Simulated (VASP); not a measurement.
# Geometry relaxation of BaTiO$_{3}$ (part 3 of 3)

BaTiO$_{3}$ (P4mm, 5 atoms in the cell); Kohn-Sham DFT of a periodic cell, LDA, VASP PAW LDA potentials, recommended, no spin polarisation (VASP 6.6.1); cutoff 600 eV, 8×8×8 k-mesh, Gaussian smearing of 0.03 eV. The structure derives from an entry of the Crystallography Open Database.

Geometry of the input (Å; fractional positions):
```
3.9998  0.0000  0.0000
0.0000  3.9998  0.0000
0.0000  0.0000  4.0180
Ba 0.0000  0.0000  0.0000
Ti 0.5000  0.5000  0.4900
O  0.5000  0.5000  0.0190
O  0.5000  0.0000  0.5170
O  0.0000  0.5000  0.5170
```

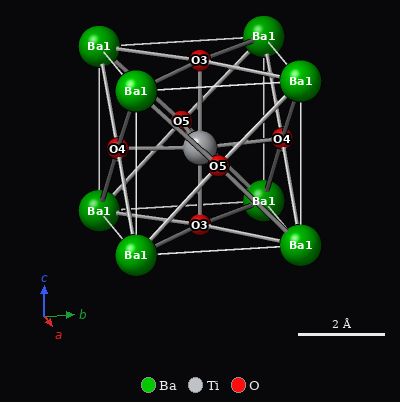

**Figure 1.** The geometry at step 5 of the log (ball-and-stick view of the cell of the calculation, seen slightly off an axis; atoms are numbered from 1 in the order of the input).

### Parts of OUTCAR, continued
```
  FORCE on cell =-STRESS in cart. coord.  units (eV):
  Direction    XX          YY          ZZ          XY          YZ          ZX
  --------------------------------------------------------------------------------------
  -------------------------------------------------------------------------------------
  Total        0.0205787      0.0205787      0.0582343      0.0000000      0.0000000      0.0000000
  in kB        0.5322188      0.5322188      1.5060933      0.0000000      0.0000000      0.0000000
  external PRESSURE =       0.8568437 kB  Pullay stress =       0.0000000 kB

 VOLUME and BASIS-vectors are now :
 -----------------------------------------------------------------------------
  energy-cutoff  :      600.00
  volume of cell :       61.95
      direct lattice vectors                 reciprocal lattice vectors
     3.941347239  0.000000000  0.000000000     0.253720350  0.000000000  0.000000000
     0.000000000  3.941347239 -0.000000000     0.000000000  0.253720350 -0.000000000
     0.000000000  0.000000000  3.987934730     0.000000000  0.000000000  0.250756361

 POSITION                                       TOTAL-FORCE (eV/Angst)
 -----------------------------------------------------------------------------------
      0.00000      0.00000      0.00803        -0.000000     -0.000000     -0.000675
      1.97067      1.97067      1.95109        -0.000000      0.000000      0.004722
      1.97067      1.97067      0.08903        -0.000000     -0.000000     -0.016435
      1.97067      0.00000      2.05262         0.000000      0.000000      0.006194
      0.00000      1.97067      2.05262        -0.000000      0.000000      0.006194
 -----------------------------------------------------------------------------------
    total drift:                                0.000000     -0.000000      0.000456

  FREE ENERGIE OF THE ION-ELECTRON SYSTEM (eV)
  ---------------------------------------------------
  free  energy   TOTEN  =       -44.1751691825 eV

  energy  without entropy=      -44.1751691825  energy(sigma->0) =      -44.17516918

--------------------------------------- Ionic step       10  -------------------------------------------

 number of electron      39.9999984 magnetization

 Free energy of the ion-electron system (eV)
  ---------------------------------------------------
  ext. energy  EPLUGINS =         0.00000000
  ---------------------------------------------------
  free energy    TOTEN  =       -44.17518380 eV

  energy without entropy =      -44.17518380  energy(sigma->0) =      -44.17518380

 E-fermi :   3.9730     XC(G=0): -11.9071     alpha+bet :-14.8562

 val. band max:        3.8484586320   @ k =   0.5000   0.5000   0.5000
 cond. band min:       5.6003352217   @ k =   0.0000   0.0000   0.0000
 fundamental gap:      1.7518765897
 Fermi energy:         3.9730424757

 k-point     1 :       0.0000    0.0000    0.0000
  band No.  band energies     occupation
      1     -51.8530      2.00000
      2     -28.5304      2.00000
      3     -28.4899      2.00000
      4     -28.4899      2.00000
      5     -20.8094      2.00000
      6     -12.8617      2.00000
      7     -12.1911      2.00000
      8     -12.1485      2.00000
      9      -6.0543      2.00000
     10      -6.0283      2.00000
     11      -6.0283      2.00000
     12       1.4972      2.00000
     13       1.5254      2.00000
     14       1.5254      2.00000
     15       2.5048      2.00000
     16       2.5048      2.00000
     17       2.6033      2.00000
     18       3.5380      2.00000
     19       3.5577      2.00000
     20       3.5577      2.00000
     21       5.6003      0.00000
     22       5.8381      0.00000
     23       5.8381      0.00000
     24       8.1282      0.00000

 k-point     2 :       0.1250    0.0000    0.0000
  band No.  band energies     occupation
      1     -51.8528      2.00000
      2     -28.5300      2.00000
      3     -28.4999      2.00000
      4     -28.4895      2.00000
      5     -20.7877      2.00000
      6     -12.8791      2.00000
      7     -12.1818      2.00000
      8     -12.1350      2.00000
      9      -6.0264      2.00000
     10      -5.9994      2.00000
     11      -5.9511      2.00000
     12       1.2382      2.00000
     13       1.4471      2.00000
     14       1.4750      2.00000
     15       2.2650      2.00000
     16       2.3352      2.00000
     17       2.4934      2.00000
     18       3.1678      2.00000
     19       3.4067      2.00000
     20       3.5086      2.00000
     21       5.8473      0.00000
     22       5.9636      0.00000
     23       6.0592      0.00000
     24       8.1712      0.00000

 k-point     3 :       0.2500    0.0000    0.0000
  band No.  band energies     occupation
      1     -51.8523      2.00000
      2     -28.5291      2.00000
      3     -28.5238      2.00000
      4     -28.4886      2.00000
      5     -20.7342      2.00000
      6     -12.9805      2.00000
      7     -12.1585      2.00000
      8     -12.0307      2.00000
      9      -5.9568      2.00000
     10      -5.9275      2.00000
     11      -5.7677      2.00000
     12       0.5763      2.00000
     13       1.2642      2.00000
     14       1.2870      2.00000
     15       1.9020      2.00000
     16       2.0616      2.00000
     17       2.1888      2.00000
     18       2.5545      2.00000
     19       3.1393      2.00000
     20       3.2517      2.00000
     21       5.9059      0.00000
     22       6.6606      0.00000
     23       6.6728      0.00000
     24       8.1735      0.00000

 k-point     4 :       0.3750    0.0000    0.0000
  band No.  band energies     occupation
      1     -51.8518      2.00000
      2     -28.5476      2.00000
      3     -28.5279      2.00000
      4     -28.4876      2.00000
      5     -20.6794      2.00000
      6     -13.1264      2.00000
      7     -12.1404      2.00000
      8     -11.8574      2.00000
      9      -5.8837      2.00000
     10      -5.8522      2.00000
     11      -5.5872      2.00000
     12      -0.0564      2.00000
     13       1.0182      2.00000
     14       1.0233      2.00000
     15       1.6247      2.00000
     16       1.8913      2.00000
     17       1.9290      2.00000
     18       2.1323      2.00000
     19       2.9261      2.00000
     20       3.0431      2.00000
     21       5.9645      0.00000
     22       7.2695      0.00000
     23       7.2875      0.00000
     24       8.1664      0.00000

 k-point     5 :       0.5000    0.0000    0.0000
  band No.  band energies     occupation
      1     -51.8516      2.00000
      2     -28.5574      2.00000
      3     -28.5275      2.00000
      4     -28.4872      2.00000
      5     -20.6563      2.00000
      6     -13.1926      2.00000
      7     -12.1332      2.00000
      8     -11.7737      2.00000
      9      -5.8524      2.00000
     10      -5.8199      2.00000
     11      -5.5130      2.00000
     12      -0.3113      2.00000
     13       0.9042      2.00000
     14       0.9087      2.00000
     15       1.5034      2.00000
     16       1.7492      2.00000
     17       1.8969      2.00000
     18       2.0349      2.00000
     19       2.8466      2.00000
     20       2.9661      2.00000
     21       5.9903      0.00000
     22       7.5082      0.00000
     23       7.5468      0.00000
     24       8.1568      0.00000

 [... the levels of 18 k-points are left out ...]

 k-point    24 :       0.5000    0.1250    0.1250
  band No.  band energies     occupation
      1     -51.8512      2.00000
      2     -28.5561      2.00000
      3     -28.5356      2.00000
      4     -28.4965      2.00000
      5     -20.6308      2.00000
      6     -13.0297      2.00000
      7     -12.1007      2.00000
      8     -11.8466      2.00000
      9      -6.0131      2.00000
     10      -5.7154      2.00000
     11      -5.6994      2.00000
     12      -0.3704      2.00000
     13       0.7059      2.00000
     14       0.8442      2.00000
     15       0.9474      2.00000
     16       1.3520      2.00000
     17       2.2633      2.00000
     18       2.5091      2.00000
     19       2.6918      2.00000
     20       2.7904      2.00000
     21       6.4104      0.00000
     22       7.5397      0.00000
     23       7.5713      0.00000
     24       8.7845      0.00000

 [... further k-points ...]

------------------------ aborting loop because EDIFF is reached ----------------------------------------

  FORCE on cell =-STRESS in cart. coord.  units (eV):
  Direction    XX          YY          ZZ          XY          YZ          ZX
  --------------------------------------------------------------------------------------
  -------------------------------------------------------------------------------------
  Total        0.0050708      0.0050708      0.0281865      0.0000000      0.0000000      0.0000000
  in kB        0.1310914      0.1310914      0.7286879      0.0000000      0.0000000      0.0000000
  external PRESSURE =       0.3302902 kB  Pullay stress =       0.0000000 kB

 VOLUME and BASIS-vectors are now :
 -----------------------------------------------------------------------------
  energy-cutoff  :      600.00
  volume of cell :       61.97
      direct lattice vectors                 reciprocal lattice vectors
     3.941784470  0.000000000  0.000000000     0.253692207  0.000000000  0.000000000
     0.000000000  3.941784470 -0.000000000     0.000000000  0.253692207 -0.000000000
     0.000000000  0.000000000  3.988630342     0.000000000  0.000000000  0.250712629

 POSITION                                       TOTAL-FORCE (eV/Angst)
 -----------------------------------------------------------------------------------
      0.00000      0.00000      0.00754         0.000000      0.000000      0.004105
      1.97089      1.97089      1.95192         0.000000     -0.000000     -0.004259
      1.97089      1.97089      0.08858         0.000000     -0.000000     -0.005698
      1.97089      0.00000      2.05321         0.000000      0.000000      0.002926
      0.00000      1.97089      2.05321         0.000000      0.000000      0.002926
 -----------------------------------------------------------------------------------
    total drift:                                0.000000     -0.000000      0.000634

  FREE ENERGIE OF THE ION-ELECTRON SYSTEM (eV)
  ---------------------------------------------------
  free  energy   TOTEN  =       -44.1751838049 eV

  energy  without entropy=      -44.1751838049  energy(sigma->0) =      -44.17518380

 reached required accuracy - stopping structural energy minimisation
```

### CONTCAR
```
BaTiO3
   1.00000000000000
     3.9417844695423203    0.0000000000000000    0.0000000000000000
     0.0000000000000000    3.9417844695423203   -0.0000000000000000
     0.0000000000000000    0.0000000000000000    3.9886303418063198
  Ba              Ti              O
     1     1     3
Direct
     0.0000000000000000    0.0000000000000000    0.0018904490444068
     0.5000000000000000    0.5000000000000000    0.4893706761455928
     0.5000000000000000    0.5000000000000000    0.0222082891197516
     0.5000000000000000    0.0000000000000000    0.5147652928451276
     0.0000000000000000    0.5000000000000000    0.5147652928451276

  0.00000000E+00  0.00000000E+00  0.00000000E+00
  0.00000000E+00  0.00000000E+00  0.00000000E+00
  0.00000000E+00  0.00000000E+00  0.00000000E+00
  0.00000000E+00  0.00000000E+00  0.00000000E+00
  0.00000000E+00  0.00000000E+00  0.00000000E+00
```

### Trajectory as extended XYZ (Å, eV, eV/Å), 10 frames, from step=0 to step=9
```
5
Lattice="3.9998 0.0000 0.0000 0.0000 3.9998 0.0000 0.0000 0.0000 4.0180" Properties=species:S:1:pos:R:3:forces:R:3 step=0 energy=-44.12041
Ba    0.0000    0.0000    0.0000    0.0000   0.0000   0.0389
Ti    1.9999    1.9999    1.9688    0.0000   0.0000  -0.1562
O     1.9999    1.9999    0.0763    0.0000   0.0000   0.3674
O     1.9999    0.0000    2.0773    0.0000   0.0000  -0.1250
O     0.0000    1.9999    2.0773    0.0000   0.0000  -0.1250
5
Lattice="3.8910 0.0000 0.0000 0.0000 3.8910 0.0000 0.0000 -0.0000 3.9239" Properties=species:S:1:pos:R:3:forces:R:3 step=1 energy=-44.10242
Ba    3.8910    3.8910    0.0018    0.0000   0.0000   0.0738
Ti    1.9455    1.9455    1.9154    0.0000   0.0000   0.3600
O     1.9455    1.9455    0.0919    0.0000   0.0000  -0.4622
O     1.9455    3.8910    2.0228    0.0000   0.0000   0.0143
O     0.0000    1.9455    2.0228    0.0000   0.0000   0.0143
5
Lattice="3.9485 0.0000 0.0000 0.0000 3.9485 0.0000 0.0000 -0.0000 3.9736" Properties=species:S:1:pos:R:3:forces:R:3 step=2 energy=-44.17366
Ba    0.0000    0.0000    0.0009    0.0000   0.0000   0.0586
Ti    1.9742    1.9742    1.9437    0.0000   0.0000   0.0435
O     1.9742    1.9742    0.0835    0.0000   0.0000   0.0303
O     1.9742    0.0000    2.0516    0.0000   0.0000  -0.0662
O     0.0000    1.9742    2.0516    0.0000   0.0000  -0.0662
5
Lattice="3.9474 0.0000 0.0000 0.0000 3.9474 0.0000 0.0000 -0.0000 3.9727" Properties=species:S:1:pos:R:3:forces:R:3 step=3 energy=-44.17366
Ba    3.9474    0.0000    0.0009    0.0000   0.0000   0.0590
Ti    1.9737    1.9737    1.9431    0.0000   0.0000   0.0484
O     1.9737    1.9737    0.0837    0.0000   0.0000   0.0224
O     1.9737    3.9474    2.0511    0.0000   0.0000  -0.0649
O     0.0000    1.9737    2.0511    0.0000   0.0000  -0.0649
5
Lattice="3.9423 0.0000 0.0000 0.0000 3.9423 0.0000 0.0000 0.0000 3.9833" Properties=species:S:1:pos:R:3:forces:R:3 step=4 energy=-44.17486
Ba    0.0000    0.0000    0.0034    0.0000   0.0000   0.0412
Ti    1.9711    1.9711    1.9503    0.0000   0.0000  -0.0045
O     1.9711    1.9711    0.0851    0.0000   0.0000   0.0325
O     1.9711    0.0000    2.0537    0.0000   0.0000  -0.0346
O     0.0000    1.9711    2.0537    0.0000   0.0000  -0.0346
5
Lattice="3.9400 0.0000 0.0000 0.0000 3.9400 0.0000 0.0000 0.0000 3.9879" Properties=species:S:1:pos:R:3:forces:R:3 step=5 energy=-44.17498
Ba    3.9400    3.9400    0.0046    0.0000   0.0000   0.0336
Ti    1.9700    1.9700    1.9535    0.0000   0.0000  -0.0272
O     1.9700    1.9700    0.0857    0.0000   0.0000   0.0365
O     1.9700    0.0000    2.0548    0.0000   0.0000  -0.0215
O     0.0000    1.9700    2.0548    0.0000   0.0000  -0.0215
5
Lattice="3.9420 0.0000 0.0000 0.0000 3.9420 -0.0000 0.0000 -0.0000 3.9894" Properties=species:S:1:pos:R:3:forces:R:3 step=6 energy=-44.17515
Ba    0.0000    0.0000    0.0065    0.0000   0.0000   0.0149
Ti    1.9710    1.9710    1.9532    0.0000   0.0000  -0.0190
O     1.9710    1.9710    0.0876    0.0000   0.0000   0.0143
O     1.9710    0.0000    2.0542    0.0000   0.0000  -0.0051
O     0.0000    1.9710    2.0542    0.0000   0.0000  -0.0051
5
Lattice="3.9424 0.0000 0.0000 0.0000 3.9424 -0.0000 0.0000 -0.0000 3.9896" Properties=species:S:1:pos:R:3:forces:R:3 step=7 energy=-44.17516
Ba    3.9424    0.0000    0.0068    0.0000   0.0000   0.0115
Ti    1.9712    1.9712    1.9531    0.0000   0.0000  -0.0175
O     1.9712    1.9712    0.0879    0.0000   0.0000   0.0104
O     1.9712    0.0000    2.0541    0.0000   0.0000  -0.0022
O     0.0000    1.9712    2.0541    0.0000   0.0000  -0.0022
5
Lattice="3.9413 0.0000 0.0000 0.0000 3.9413 -0.0000 0.0000 0.0000 3.9879" Properties=species:S:1:pos:R:3:forces:R:3 step=8 energy=-44.17517
Ba    0.0000    0.0000    0.0080    0.0000   0.0000  -0.0007
Ti    1.9707    1.9707    1.9511    0.0000   0.0000   0.0047
O     1.9707    1.9707    0.0890    0.0000   0.0000  -0.0164
O     1.9707    0.0000    2.0526    0.0000   0.0000   0.0062
O     0.0000    1.9707    2.0526    0.0000   0.0000   0.0062
5
Lattice="3.9418 0.0000 0.0000 0.0000 3.9418 -0.0000 0.0000 0.0000 3.9886" Properties=species:S:1:pos:R:3:forces:R:3 step=9 energy=-44.17518
Ba    0.0000    0.0000    0.0075    0.0000   0.0000   0.0041
Ti    1.9709    1.9709    1.9519    0.0000   0.0000  -0.0043
O     1.9709    1.9709    0.0886    0.0000   0.0000  -0.0057
O     1.9709    0.0000    2.0532    0.0000   0.0000   0.0029
O     0.0000    1.9709    2.0532    0.0000   0.0000   0.0029
```

### Results in brief

```json
{"quantity": "outcome", "value": "converged"}
{"quantity": "space group (tolerance 0.01 Å)", "value": "P4mm (99)"}
{"quantity": "electrons treated", "value": "40"}
{"quantity": "free energy", "value": "−44.1752 eV"}
{"quantity": "gap on the k-point mesh", "value": "1.75 eV"}
{"quantity": "pressure", "value": "0.03 GPa"}
{"quantity": "final volume", "value": "61.97 Å³"}
{"quantity": "largest force (length of the vector) at the end", "value": "0.006 eV/Å"}
{"quantity": "final cell", "value": "a = 3.942 Å, b = 3.942 Å, c = 3.989 Å, α = 90.00°, β = 90.00°, γ = 90.00°"}
{"quantity": "wall time", "value": "2.7 min (CPU time 5.4 min)"}
{"quantity": "peak memory", "value": "0.26 GiB"}
```
